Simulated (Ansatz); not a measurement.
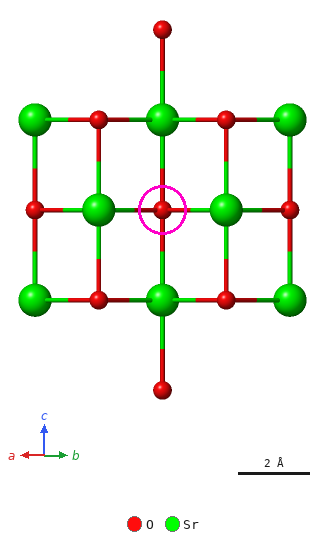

Perfect SrO. Style: ball-and-stick. Shown: the atoms within 5.4 Å of one point, in a slice 5.0 Å thick across the line of sight, along [110].

The calculation used DFT, PBEsol, PAW, plane waves (Ansatz). (plane-wave cutoff 420 eV; k-point mesh 1 × 1 × 1; mesh shifted by (0.25, 0.25, 0.25); collinear spin) Fermi-Dirac smearing of 0.01 eV. A uniform background neutralises the charged cell. The axes drawn are those of the host's conventional cell.

An oxygen atom is taken out (a vacancy) at the ringed place, in charge state −1. The supercell has 64 sites, and the atoms are relaxed at the host's cell.

### Predict the relaxed surroundings of the defect.

Around the empty O site the host had 6 Sr at 2.56 Å; after relaxation the nearest atoms are 6 Sr at 2.63 Å. Of the host's atoms, a strontium atom moves furthest from its site, by 0.07 Å. The cell's net moment is 0.99 μB.

The relaxed defect, seen from the same direction:

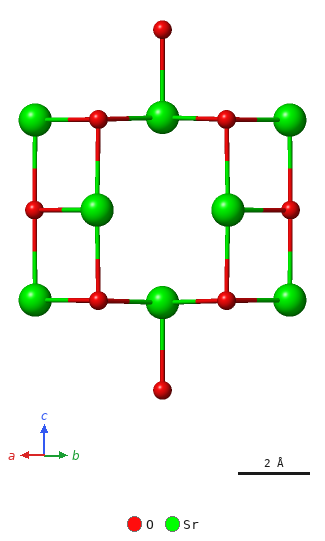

Limits of the set-up: the cell is charged, on a uniform background, and energies carry no finite-size correction.
